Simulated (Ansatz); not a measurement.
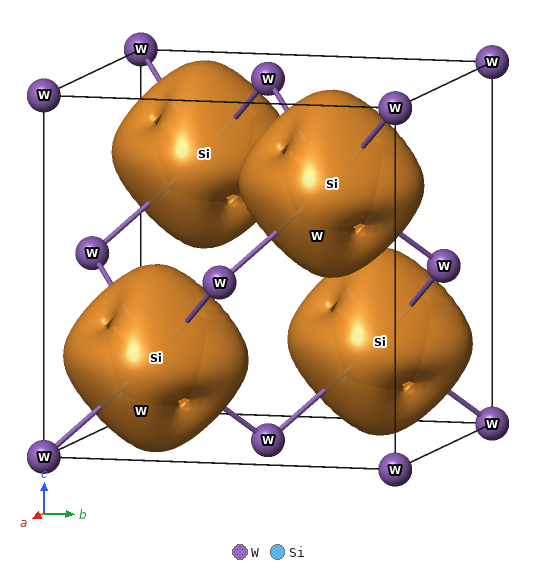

SiW. Isosurface of the ELF at 0.6 (orange), seen slightly off an axis. Only the valence region is drawn (cores and ρ < 0.01 e/Å³ removed). Sticks mark near contacts.

Space group F-43m; started from the zinc blende prototype, which need not be the ambient phase.

These are results of Ansatz 0.2.0, DFT PBE, scalar-relativistic, plane waves, PAW, not measurements.

The calculation's input:

```
crystal:
  lattice:
    - [0.0, 2.7905894892, 2.7905894892]
    - [2.7905894892, 0.0, 2.7905894892]
    - [2.7905894892, 2.7905894892, 0.0]
  atoms:
    - { symbol: W, position: [0.0, 0.0, 0.0] }
    - { symbol: Si, position: [0.25, 0.25, 0.25] }
basis:
  ecutwfc: 420
kpoints:
  mp_grid: { grid: [14, 14, 14] }
hamiltonian:
  xc: pbe
scf:
  occupations: { method: gaussian, width: 0.1 }
output:
  forces: true
  stress: true
  eigenvalues: true
  write_density: true
  write_potential: true
  elf: true
  volumetric_format: npy
relax:
  adjacent_minimum: "off"
  f_tol: 0.01
  max_steps: 80
  cell: { stress_tol: 0.05 }
```

Run with:

```sh
ansatz run input.yaml --threads 1 --pin off --max-ram 2560MiB --backend cpu --events-out ev --progress --plain --runs-dir out
```

Below, planes, directions and counts refer to the conventional cell (a = 5.58 Å, b = 5.58 Å, c = 5.58 Å, α = 90.00°, β = 90.00°, γ = 90.00°).

The fields are those of the relaxed geometry.

### Identify the bonds, lone pairs and shells in this picture.

The ELF exceeds this value in four regions wrapped around Si (the valence shell of each), counted in one cell of 8 atoms. Regions shared between cells count once. Along the contacts the grid gives the following. Si–W (2.42 Å): the ELF peaks at about 0.80 in the valence shell of Si, 0.9 Å from its nucleus, and is about 0.60 at the midpoint.

### Does the calculation make it a metal, or give it a gap?

It is metallic or semimetallic at this level of theory: no gap opens.
